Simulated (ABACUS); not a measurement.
## A series of single points on AlRu

System: AlRu (Pm-3m, 2 atoms in the cell).
Method: Kohn-Sham DFT of a periodic cell, PBE, PseudoDojo NC SR 0.4.1 PBE standard, no spin polarisation (ABACUS 3.10.1).

The 7 runs differ only in the geometry, by an even scaling of the cell at fixed fractional positions. The structure derives from an entry of the Crystallography Open Database.

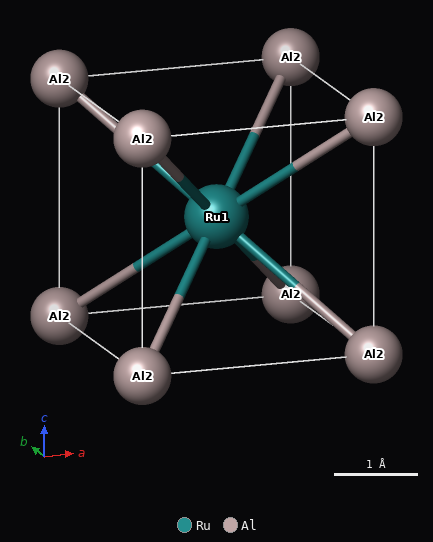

Figure 1. The structure of run 4 (ball-and-stick view of the cell of the calculation, seen slightly off an axis; atoms are numbered from 1 in the order of the input).

### Input of run 4
```
INPUT_PARAMETERS
suffix              AlRu
calculation         scf
basis_type          lcao
pseudo_dir          ./
orbital_dir         ./
symmetry            1
dft_functional      pbe
ecutwfc             100
pseudo_rcut         10
nspin               1
nbands              14
ks_solver           genelpa
smearing_method     fd
smearing_sigma      0.00367493
scf_thr             1e-07
scf_nmax            100
mixing_type         broyden
mixing_beta         0.7
cal_force           1
cal_stress          1
out_mul             1
```

### File STRU of run 4
```
ATOMIC_SPECIES
Ru 101.0700 Ru.upf
Al 26.9815 Al.upf

NUMERICAL_ORBITAL
Ru_confined-atom_7au_3s2p2d1f.orb
Al_confined-atom_8au_2s2p1d.orb

LATTICE_CONSTANT
1.8897261246

LATTICE_VECTORS
2.9916000000 0.0000000000 0.0000000000
0.0000000000 2.9916000000 0.0000000000
0.0000000000 0.0000000000 2.9916000000

ATOMIC_POSITIONS
Direct

Ru
0.0
1
0.5000000000 0.5000000000 0.5000000000 1 1 1

Al
0.0
1
0.0000000000 0.0000000000 0.0000000000 1 1 1
```

### File KPT of run 4
```
K_POINTS
0
Gamma
9 9 9 0 0 0
```

Command:
```bash
OMP_NUM_THREADS=1 mpirun -np 4 abacus > log
```

Lattice vectors (Å) and fractional positions of run 4:
```
   2.991600    0.000000    0.000000
   0.000000    2.991600    0.000000
   0.000000    0.000000    2.991600
Ru  0.500000  0.500000  0.500000
Al  0.000000  0.000000  0.000000
```

Run 5 differs from it as follows:
```diff
-2.9916000000 0.0000000000 0.0000000000
-0.0000000000 2.9916000000 0.0000000000
-0.0000000000 0.0000000000 2.9916000000
+3.0114124979 0.0000000000 0.0000000000
+0.0000000000 3.0114124979 0.0000000000
+0.0000000000 0.0000000000 3.0114124979
```

### Results, with one run withheld

| run | volume per atom (Å³) | free energy per atom, from the lowest run given (meV) | pressure (GPa) |
| --- | --- | --- | --- |
| 1 | 12.584 | 53.78 | 18.79 |
| 2 | 12.851 | 27.16 | 13.14 |
| 3 | 13.119 | 9.57 | 8.04 |
| 4 | 13.387 | 0.00 | 3.50 |
| 5 | 13.655 | ? | ? |
| 6 | 13.922 | 1.79 | −4.32 |
| 7 | 14.190 | 11.89 | −7.61 |

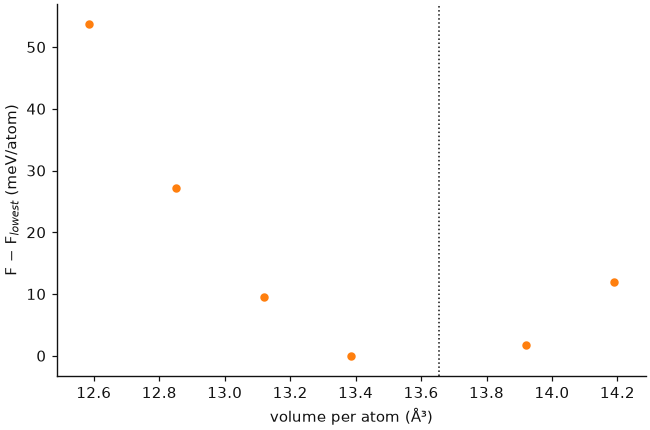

Figure 2. Free energy per atom of the runs given; the dotted line marks run 5.

Fit the runs given and predict run 5.

A cubic polynomial in V^(−2/3) (the Birch–Murnaghan form), fitted to the 6 runs given, misses them by at most 0.05 meV per atom. With x = V^(−2/3) − 0.17794 Å⁻², it reads F = 1.5795 + 3177.3 x + 6.3107e+05 x² + 7.8195e+05 x³ (meV per atom). At run 5 it gives −2.35 meV per atom, and the run itself gives −2.36. The slope of the fit gives a pressure −dF/dV of −0.63 GPa there, and the run prints −0.62 GPa. The fit has its minimum at 13.612 Å³ per atom, where V d²F/dV² gives 201 GPa: the bulk modulus at this level, since symmetry fixes the shape and the positions.

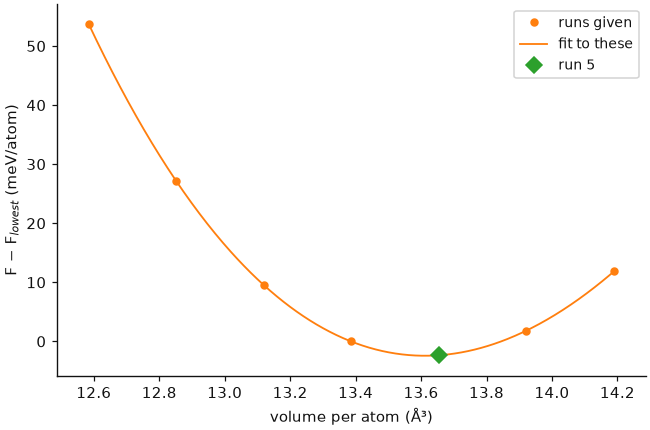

Figure 3. The fit and the withheld run.

### Some lines of the output (run 5)
```
[...]
 E_Fermi        1.2251506273         16.6690294398
 E_Fermi        1.0741475869         14.6145276743
 E_Fermi        1.1717383507         15.9423181345
 E_Fermi        1.1575545241         15.7493372734
 E_Fermi        1.1584196644         15.7611081110
 E_Fermi        1.1582768589         15.7591651420
 E_Fermi        1.1583014521         15.7594997500
 E_Fermi        1.1583007141         15.7594897089
 E_KS(sigma->0) -206.8783444983      -2814.7242779845
 E_Fermi        1.1583008906         15.7594921104
 final etot is -2814.7321301 eV
 EFERMI = 15.75949211 eV
 TOTAL-PRESSURE: -6.223542 KBAR
 !FINAL_ETOT_IS -2814.7321301167498859 eV
```

Notes: Points of doubt noted for this run: home made orbitals.
